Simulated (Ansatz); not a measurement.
## Geometry relaxation of AlNi (part 2 of 3)

The same run, continued: AlNi (slab, 8 atoms in the cell); DFT r2SCAN, scalar-relativistic, plane waves, PAW, no spin polarisation (Ansatz 0.2.0); cutoff 500 eV, 10×7×1 k-mesh, Gaussian smearing of 0.1 eV. The structure derives from an entry of the Crystallography Open Database. The input holds or restrains some coordinates. Forces given for the steps count only the free coordinates.

Geometry of the input (Å; fractional positions):
```
2.8632  0.0000  0.0000
0.0000  4.0491  0.0000
0.0000  0.0000  23.0737
Al 0.0000  0.5000  0.3684
Ni 0.5000  0.0000  0.3684
Al 0.0000  0.0000  0.4561
Ni 0.5000  0.5000  0.4561
Al 0.0000  0.5000  0.5439
Ni 0.5000  0.0000  0.5439
Al 0.0000  0.0000  0.6316
Ni 0.5000  0.5000  0.6316
```

Output, continued
```
SCF iter   1: F=—  HF=-25545.583418 eV  |F-HF|=—  |Δ(HF+E_count)|=         —  Δρ=2.10e-4  dr2=4.51e-4  dr2_τ=3.07e-4  ethr=8.36e-6  p=0.009 e·Å  D=6.29e-3 V/Å  ΔV_dip=-0.15 eV  dr2_dipole=2.38e-5  V_vac-E_F(+/−)=4.81/4.96 eV  ⟨swp⟩=2.0  Hψ=2281  notcnv=0  defer=39
efield: sawtooth ramp at fractional position 0.9500 (handed on by an earlier solve), width 0.1000; the density the first Hamiltonian is built on has a dipole p = 0.009 e·Å; the dipole correction subtracts the counter field D = 6.29e-3 V/Å, which shifts the + side's vacuum level by -0.15 eV against the − side's; the planar-averaged density in the ramp window peaks in size at 2.3e-6 e/Å³
preconditioner: auto → LDOS  [metal: Δε(μ)=0.027 eV  Ē_g=6.376 eV  σ=0.100 eV  W_gap=0.15  n_scr=44 (ndim 8)  ℏωp=16.4 eV  f_vac=0.573  D(μ)=5.94/eV (n_scr^D=32)  β→1.0]
SCF iter   2: F=—  HF=-25545.583655 eV  |F-HF|=—  |Δ(HF+E_count)|=   2.38e-4  Δρ=2.72e-4  dr2=3.54e-4  dr2_τ=4.81e-6  ethr=5.36e-7  p=0.009 e·Å  D=6.41e-3 V/Å  ΔV_dip=-0.15 eV  dr2_dipole=2.75e-6  V_vac-E_F(+/−)=4.81/4.95 eV  ⟨swp⟩=3.1  Hψ=2746  notcnv=0  defer=32
SCF iter   3: F=—  HF=-25545.583576 eV  |F-HF|=—  |Δ(HF+E_count)|=   7.97e-5  Δρ=6.08e-5  dr2=1.75e-5  dr2_τ=1.24e-7  ethr=4.21e-7  p=0.009 e·Å  D=6.32e-3 V/Å  ΔV_dip=-0.15 eV  dr2_dipole=3.78e-6  V_vac-E_F(+/−)=4.81/4.96 eV  ⟨swp⟩=2.0  Hψ=1740  notcnv=0  defer=32
SCF iter   4: F=—  HF=-25545.583559 eV  |F-HF|=—  |Δ(HF+E_count)|=   1.62e-5  Δρ=8.32e-5  dr2=2.02e-5  dr2_τ=4.20e-8  ethr=2.08e-8  p=0.009 e·Å  D=6.26e-3 V/Å  ΔV_dip=-0.14 eV  dr2_dipole=3.18e-6  V_vac-E_F(+/−)=4.81/4.96 eV  ⟨swp⟩=2.7  Hψ=2280  notcnv=0  defer=32
SCF iter   5: F=—  HF=-25545.583559 eV  |F-HF|=—  |Δ(HF+E_count)|=   6.01e-7  Δρ=2.24e-5  dr2=1.20e-6  dr2_τ=2.03e-8  ethr=2.08e-8  p=0.009 e·Å  D=6.20e-3 V/Å  ΔV_dip=-0.14 eV  dr2_dipole=2.63e-8  V_vac-E_F(+/−)=4.81/4.95 eV  ⟨swp⟩=2.3  Hψ=1574  notcnv=0  defer=32
SCF iter   6: F=—  HF=-25545.583559 eV  |F-HF|=—  |Δ(HF+E_count)|=   3.52e-9  Δρ=9.13e-6  dr2=1.82e-7  dr2_τ=2.36e-9  ethr=1.43e-9  p=0.009 e·Å  D=6.20e-3 V/Å  ΔV_dip=-0.14 eV  dr2_dipole=2.65e-8  V_vac-E_F(+/−)=4.81/4.95 eV  ⟨swp⟩=2.2  Hψ=1817  notcnv=0  defer=32
SCF iter   7: F=-25545.583559 eV  HF=-25545.583559 eV  |F-HF|=2.84e-8  |Δ(HF+E_count)|=   4.18e-8  Δρ=3.94e-6  dr2=5.41e-8  dr2_τ=4.41e-10  ethr=1.19e-10  p=0.009 e·Å  D=6.20e-3 V/Å  ΔV_dip=-0.14 eV  dr2_dipole=1.09e-8  V_vac-E_F(+/−)=4.81/4.95 eV  ⟨swp⟩=17.2  Hψ=10859  notcnv=0
SCF 5 converged in 7 iterations: F = -25545.583559 eV  dr2 = 5.41e-8
relax step   5: F+E_penalty+E_count = -25545.58355878 eV  Δ(F+E_penalty+E_count) = -1.019e-4 eV  max|allowed force component| = 1.911e-3 eV/Å  Δτ_max = 0.0040 Å  (7 SCF iters, accepted)
iter 1 solved again at ethr=6.45e-11 eV; its pass at ethr=3.10e-3 eV (dr2=5.42e-8 eV) is discarded
SCF iter   1: F=—  HF=-25545.583559 eV  |F-HF|=—  |Δ(HF+E_count)|=         —  Δρ=3.94e-6  dr2=5.41e-8  dr2_τ=4.41e-10  ethr=6.45e-11  p=0.009 e·Å  D=6.20e-3 V/Å  ΔV_dip=-0.14 eV  dr2_dipole=1.09e-8  V_vac-E_F(+/−)=4.81/4.95 eV  ⟨swp⟩=1.0  Hψ=3532  notcnv=0
efield: sawtooth ramp at fractional position 0.9500 (kept from the solve that this one continues, or follows in the run), width 0.1000; the density the first Hamiltonian is built on has a dipole p = 0.009 e·Å; the dipole correction subtracts the counter field D = 6.20e-3 V/Å, which shifts the + side's vacuum level by -0.14 eV against the − side's; the planar-averaged density in the ramp window peaks in size at 2.3e-6 e/Å³
preconditioner: auto → LDOS  [metal: Δε(μ)=0.027 eV  Ē_g=6.375 eV  σ=0.100 eV  W_gap=0.15  n_scr=44 (ndim 8)  ℏωp=16.4 eV  f_vac=0.573  D(μ)=5.96/eV (n_scr^D=32)  β→1.0]
SCF iter   2: F=-25545.583559 eV  HF=-25545.583559 eV  |F-HF|=3.66e-8  |Δ(HF+E_count)|=   2.88e-8  Δρ=4.73e-6  dr2=4.18e-8  dr2_τ=1.76e-10  ethr=6.44e-11  p=0.009 e·Å  D=6.19e-3 V/Å  ΔV_dip=-0.14 eV  dr2_dipole=2.40e-9  V_vac-E_F(+/−)=4.81/4.95 eV  ⟨swp⟩=12.3  Hψ=10013  notcnv=0
SCF 6 converged in 2 iterations: F = -25545.583559 eV  dr2 = 4.18e-8
```

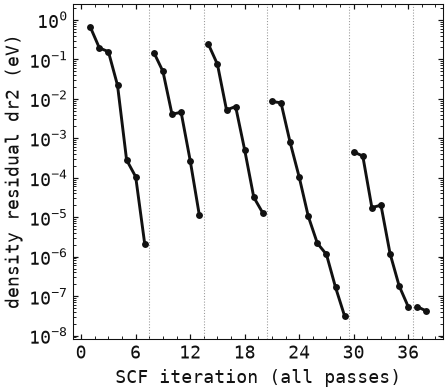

Convergence of the self-consistent field: density residual dr2 against the SCF iteration. Dotted lines part the SCF passes that the log prints in full.

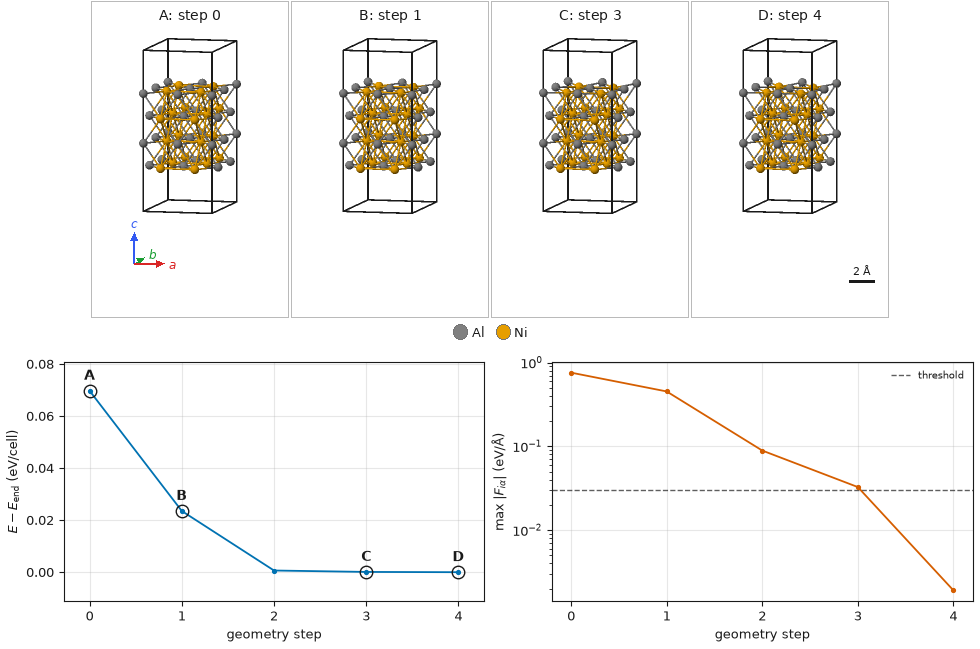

Frames of the restrained relaxation (ball-and-stick view of the 2 × 2 repeat of the cell, with the vacuum cut short, seen slightly off an axis) above the curves, on which the letters mark them (the first geometry is step 0 here and step 1 in the log).

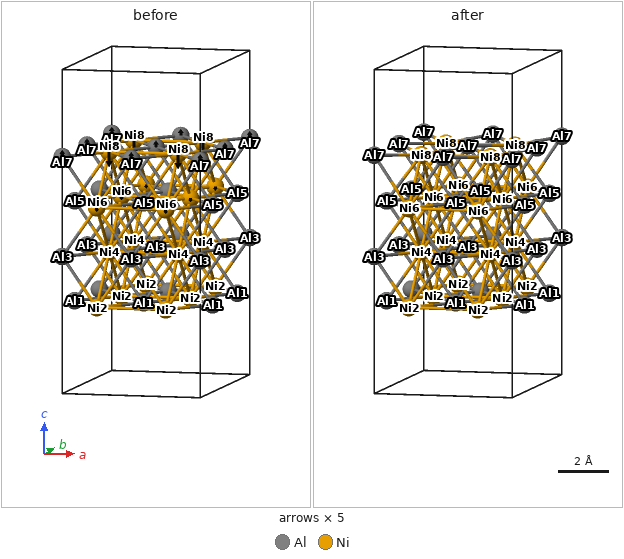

Before (left) and after (right) the restrained relaxation, at one scale (ball-and-stick view of the 2 × 2 repeat of the cell, with the vacuum cut short, seen slightly off an axis). The black arrows give the displacements, magnified 5 times. Over 4 geometry steps the energy falls by 69.7 meV per cell of the calculation. The largest force component goes from 0.76 to 0.0019 eV/Å. The atom that moves furthest is Ni8 (0.13 Å). By element the largest moves are Ni 0.13 Å, Al 0.05 Å. The cell doesn't change. Distances before and after: Al5–Ni8 2.480 → 2.381 Å, Ni6–Al7 2.480 → 2.553 Å, Ni6–Ni8 2.863 → 2.800 Å, Al3–Ni6 2.480 → 2.451 Å. Among the angles that change: Ni8–Al7–Ni8 180.0° → 171.7°, Ni6–Al7–Ni8 109.5° → 105.2°, Ni6–Al7–Ni8 70.5° → 67.5°. (Atoms are counted from 1 in the order of the input.)

```
WARN: The output density's exchange-correlation potential varies sharply where the density is thin. Do not read a vacuum level from v_tot or v_xc, or from such a field of the output density. On a cell that repeats whose density bears no net charge and no dipole along the vacuum's axis use v_es (v_loc + v_h of the components); under efield.dipole_correction with no amplitude use v_es + v_field, which holds any external_charges[].barrier, or the levels of the report's work_function block, which leave it out; under a non-zero efield.amplitude the vacuum is tilted and has no level; on a cell that repeats and bears such a dipole with no correction it is tilted too, and efield.dipole_correction with no amplitude gives each side of its ramp a level where efield: is served; in a cell that repeats whose density bears a net charge (total_charge, or a fill off its count) it is curved and has none; of a slab under crystal.periodic whose density bears no net charge use v_es, which has a level on each side, short of where the two are joined; of another it falls or rises all the way out and has none; of a slab beside external_charges read slab_vacuum_level instead, which it has where they leave it neutral. The grid or the basis barely resolves most such structure, and the values can differ between equally converged runs; as a rule a tighter scf.convergence.dr2_threshold does not remove it. Where the density itself ripples (under the LDA too) a higher basis.ecutwfc lessens it. The files hold the spikes' plane waves up to the density's cutoff. Files: v_tot_of_output_density and the like, and their columns of v_z.tsv (output.write_potential); v_xc_of_output_density and the like, and their columns of v_comp_z.tsv (output.write_potential_components). Measured: with its Gaussian average of σ = 0.25 Å subtracted twice, the exchange-correlation potential is over 0.1 eV at 2980 of the grid points where the equally averaged density (valence and model cores) is under 1e-3 e/Å³, and 0.670 eV at the most among them, at an averaged density of 8.3e-9 e/Å³. The input density's (outcome.potential() and, of a run that writes arrays, v_tot and v_xc) is over 0.1 eV, so measured, at 287 points of its own thin density, 0.369 eV at the most. See output.write_potential in the manual, Limitations
SCF converged after 2 iterations
Free energy (F): -25545.583559 eV
Harris-Foulkes:  -25545.583559 eV  (|F-HF|=3.66e-8)
Internal energy: -25545.553762 eV  (E = F + TS)
E sigma→0 (E₀):  -25545.568660 eV
Entropy (-TS):   -0.029797 eV (-3.725 meV/atom)
Fermi energy:    1.830052 eV
Dipole field:    D = 0.006137 V/Å  (p = 0.009072 e·Å, saw-weighted, corrected)
Work function:   Φ+ = 4.8124 eV   Φ− = 4.9540 eV
Levels:          The Fermi level and band energies are counted from a zero that moves with the ramp; work functions are not
--- Per-component energies (eV) ---
  E_band       = -2436.071607
  E_kinetic    = 1236.944605
  E_local      = -110524.659166  (includes V_loc(G=0)·N_el)
  E_nonlocal   = 2610.543620
  E_hartree    = 53540.584048
  E_xc         = -463.389207
  E_vxc        = -596.713737  (∫ρ·V_xc dr)
  E_paw        = -8484.462976  (= ΣΔE_a)
  E_vpaw       = -2284.763541  (= ΣTr[D̂ρ^β])
  E_aug_tail   = 0.000926  (compensation charges beyond the density's cutoff)
  E_vtau       = 41.408696  (kinetic-family band-sum trace: ∫τ·v_τ [+ j·A + Jᵃ·Aᵃ] dr)
  E_efield     = 0.000028  (sawtooth field / dipole correction)
  E_vefield    = 0.016900  (∫n·V_field dr)
  E_ewald      = 36540.325067
  E_core_change = -1.440707  (= ΣΔE_core)
  E_smearing   = -0.029797  (= −TS)
  E_closure    = 0.000000  (closes the sum)
  Σ components = -25545.583559   (vs F -25545.583559, Δ=0.00e0)
--- Forces (eV/Å), atoms counted from 1 ---
  atom   1  Al     0.00000000     0.00000000    -0.51291335
  atom   2  Ni     0.00000000     0.00000000     0.77154725
  atom   3  Al     0.00000000     0.00000000    -0.56536702
  atom   4  Ni     0.00000000     0.00000000     0.30723363
  atom   5  Al     0.00000000     0.00000000     0.00102623
  atom   6  Ni     0.00000000     0.00000000    -0.00181503
  atom   7  Al     0.00000000     0.00000000     0.00125853
  atom   8  Ni     0.00000000     0.00000000    -0.00093927
  max |Σ_I F_I| component: 3.10e-5 eV/Å
--- Band table (eV; the first three rows and the last of 24) ---
  k-point 0: bands = ["-105.1951", "-105.1801", "-104.8363", "-104.7283", "-64.1505", "-64.1315", "-64.1238", "-64.1145", "-64.1009", "-64.0911", "-63.8735", "-63.7780", "-63.7205", "-63.6996", "-63.6240", "-63.5682", "-9.5011", "-7.9499", "-5.8603", "-3.9668", "-2.0232", "-1.7336", "-1.6050", "-1.3777", "-1.3318", "-1.2776", "-0.9811", "-0.3673", "-0.3288", "-0.3179", "-0.2981", "-0.0707", "-0.0498", "-0.0265", "0.2676", "0.3142", "0.3821", "0.4491", "0.4935", "0.5256", "0.6263", "0.7364", "2.0627", "3.9864", "4.1599", "4.8768", "5.5058", "6.0325", "6.3287", "6.3857", "7.1881"]
  k-point 1: bands = ["-105.1951", "-105.1801", "-104.8363", "-104.7283", "-64.1503", "-64.1325", "-64.1238", "-64.1133", "-64.1013", "-64.0911", "-63.8736", "-63.7780", "-63.7205", "-63.6996", "-63.6240", "-63.5682", "-9.3022", "-7.7559", "-5.6776", "-4.0226", "-2.8037", "-2.3736", "-1.6894", "-1.4116", "-1.1444", "-1.0462", "-0.7845", "-0.4456", "-0.3839", "-0.3532", "-0.3291", "-0.1605", "-0.0746", "-0.0197", "0.1843", "0.3110", "0.3488", "0.3699", "0.4755", "0.6359", "0.6646", "0.9268", "1.5628", "2.8502", "5.0733", "5.1749", "5.7209", "6.3003", "6.5038", "7.1315", "7.3127"]
  k-point 2: bands = ["-105.1951", "-105.1801", "-104.8363", "-104.7283", "-64.1500", "-64.1347", "-64.1238", "-64.1106", "-64.1026", "-64.0911", "-63.8737", "-63.7782", "-63.7205", "-63.6995", "-63.6240", "-63.5682", "-8.7127", "-7.1824", "-5.1507", "-5.0208", "-3.6128", "-2.9637", "-2.1811", "-1.4003", "-1.0500", "-0.9350", "-0.7107", "-0.6287", "-0.4376", "-0.4047", "-0.3875", "-0.2994", "-0.0811", "-0.0380", "-0.0250", "0.0793", "0.2948", "0.3881", "0.5034", "0.6575", "0.8494", "1.0355", "1.8118", "1.8822", "3.6042", "5.6120", "6.0452", "7.0282", "7.7015", "7.8838", "7.9320"]
  k-point 23: bands = ["-105.1934", "-105.1785", "-104.8347", "-104.7267", "-64.1499", "-64.1472", "-64.1339", "-64.1171", "-64.1053", "-64.1023", "-63.8714", "-63.7759", "-63.7460", "-63.6974", "-63.6493", "-63.5660", "-4.1875", "-3.7453", "-3.3240", "-3.1903", "-3.0755", "-2.4326", "-2.0277", "-1.5084", "-1.3022", "-1.1896", "-1.0271", "-0.7410", "-0.5363", "-0.4454", "-0.3256", "-0.2059", "0.0097", "0.0351", "0.1268", "0.2586", "0.3051", "0.4782", "0.7468", "0.9234", "1.0154", "1.0914", "1.3284", "1.4288", "3.8317", "4.2543", "4.3406", "4.5609", "5.5242", "5.8027", "6.2813"]
--- Relaxed structure (5 steps of the walk, 5 accepted, 0 SCFs on fresh bases) ---
  F+E_penalty+E_count = -25545.58355878 eV   max|allowed force component| = 1.911e-3 eV/Å
  atoms:
    - { symbol: Al, position: [0.0, 0.5, 0.36838521360000004] }
    - { symbol: Ni, position: [0.5, 0.0, 0.36838521360000004] }
    - { symbol: Al, position: [0.0, 0.0, 0.45612840450000003] }
    - { symbol: Ni, position: [0.5, 0.5, 0.45612840450000003] }
    - { symbol: Al, position: [0.0, 0.5, 0.5436805887942715] }
    - { symbol: Ni, position: [0.5, 0.0, 0.5423583540570202] }
    - { symbol: Al, position: [0.0, 0.0, 0.6339873814335175] }
    - { symbol: Ni, position: [0.5, 0.5, 0.6261556382372918] }
```

Trajectory as extended XYZ (Å, eV, eV/Å), 5 frames, from step=1 to step=5
```
8
Lattice="2.8632 0.0000 0.0000 0.0000 4.0491 0.0000 0.0000 0.0000 23.0737" Properties=species:S:1:pos:R:3:forces:R:3 step=1 energy=-25545.51385
Al    0.0000    2.0246    8.5000    0.0000   0.0000  -0.5059
Ni    1.4316    0.0000    8.5000    0.0000   0.0000   0.7569
Al    0.0000    0.0000   10.5246    0.0000   0.0000  -0.4378
Ni    1.4316    2.0246   10.5246    0.0000   0.0000   0.3411
Al    0.0000    2.0246   12.5491    0.0000   0.0000   0.4378
Ni    1.4316    0.0000   12.5491    0.0000   0.0000  -0.3411
Al    0.0000    0.0000   14.5737    0.0000   0.0000   0.5059
Ni    1.4316    2.0246   14.5737    0.0000   0.0000  -0.7569
8
Lattice="2.8632 0.0000 0.0000 0.0000 4.0491 0.0000 0.0000 0.0000 23.0737" Properties=species:S:1:pos:R:3:forces:R:3 step=2 energy=-25545.56004
Al    0.0000    2.0246    8.5000    0.0000   0.0000  -0.5076
Ni    1.4316    0.0000    8.5000    0.0000   0.0000   0.7632
Al    0.0000    0.0000   10.5246    0.0000   0.0000  -0.4817
Ni    1.4316    2.0246   10.5246    0.0000   0.0000   0.3214
Al    0.0000    2.0246   12.5442    0.0000   0.0000   0.2805
Ni    1.4316    0.0000   12.5392    0.0000   0.0000  -0.2293
Al    0.0000    0.0000   14.5944    0.0000   0.0000   0.3048
Ni    1.4316    2.0246   14.5134    0.0000   0.0000  -0.4516
8
Lattice="2.8632 0.0000 0.0000 0.0000 4.0491 0.0000 0.0000 0.0000 23.0737" Properties=species:S:1:pos:R:3:forces:R:3 step=3 energy=-25545.58291
Al    0.0000    2.0246    8.5000    0.0000   0.0000  -0.5147
Ni    1.4316    0.0000    8.5000    0.0000   0.0000   0.7720
Al    0.0000    0.0000   10.5246    0.0000   0.0000  -0.5602
Ni    1.4316    2.0246   10.5246    0.0000   0.0000   0.3004
Al    0.0000    2.0246   12.5417    0.0000   0.0000  -0.0410
Ni    1.4316    0.0000   12.5178    0.0000   0.0000  -0.0419
Al    0.0000    0.0000   14.6274    0.0000   0.0000  -0.0045
Ni    1.4316    2.0246   14.4336    0.0000   0.0000   0.0890
8
Lattice="2.8632 0.0000 0.0000 0.0000 4.0491 0.0000 0.0000 0.0000 23.0737" Properties=species:S:1:pos:R:3:forces:R:3 step=4 energy=-25545.58346
Al    0.0000    2.0246    8.5000    0.0000   0.0000  -0.5139
Ni    1.4316    0.0000    8.5000    0.0000   0.0000   0.7710
Al    0.0000    0.0000   10.5246    0.0000   0.0000  -0.5710
Ni    1.4316    2.0246   10.5246    0.0000   0.0000   0.3007
Al    0.0000    2.0246   12.5429    0.0000   0.0000   0.0326
Ni    1.4316    0.0000   12.5126    0.0000   0.0000   0.0205
Al    0.0000    0.0000   14.6325    0.0000   0.0000  -0.0206
Ni    1.4316    2.0246   14.4495    0.0000   0.0000  -0.0192
8
Lattice="2.8632 0.0000 0.0000 0.0000 4.0491 0.0000 0.0000 0.0000 23.0737" Properties=species:S:1:pos:R:3:forces:R:3 step=5 energy=-25545.58356
Al    0.0000    2.0246    8.5000    0.0000   0.0000  -0.5129
Ni    1.4316    0.0000    8.5000    0.0000   0.0000   0.7715
Al    0.0000    0.0000   10.5246    0.0000   0.0000  -0.5654
Ni    1.4316    2.0246   10.5246    0.0000   0.0000   0.3073
Al    0.0000    2.0246   12.5447    0.0000   0.0000   0.0010
Ni    1.4316    0.0000   12.5142    0.0000   0.0000  -0.0019
Al    0.0000    0.0000   14.6284    0.0000   0.0000   0.0013
Ni    1.4316    2.0246   14.4477    0.0000   0.0000  -0.0009
```

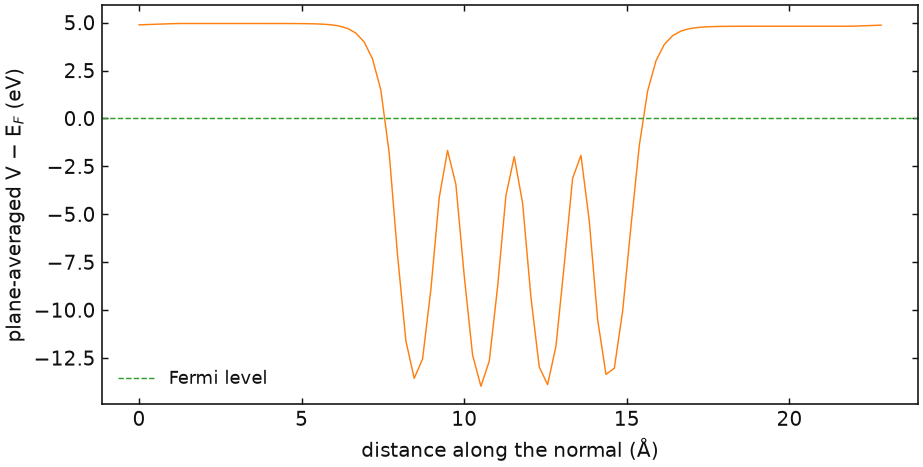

Plane average of the electrostatic potential energy of an electron across the cell, from the Fermi level. The vacuum level lies 4.81 eV above the Fermi level on the upper side and 4.95 eV on the lower.
